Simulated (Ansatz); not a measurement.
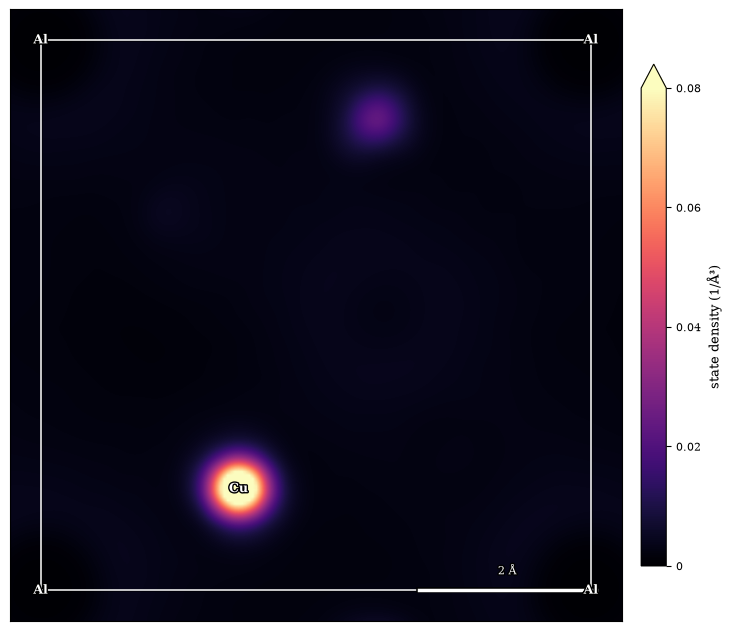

AlCu4. Density of the Kohn–Sham states from −0.25 to +0.25 eV about the Fermi level (the states at the Fermi level), scaled to one electron a cell: a map on the (010) plane of the conventional cell.

Space group P2_13. The cell comes from a database of computed structures, not from a measurement.

All numbers below come from Ansatz, DFT PBEsol, scalar-relativistic, plane waves, PAW.

In a PAW calculation such maps are meaningful between the atoms, not at the nuclei.

What is the character of these states?

Answer. Projected on a minimal set of atomic orbitals (Löwdin), they are Al 3p (40 %), Cu 3d (35 %) and Cu 4s (20 %). In space (atomic cells sized by Bader volumes) the density divides as Cu about 90 % and Al about 10 %. The two measures disagree here: the projection uses a minimal set of atomic orbitals, while the spatial cells share out diffuse density by volume.
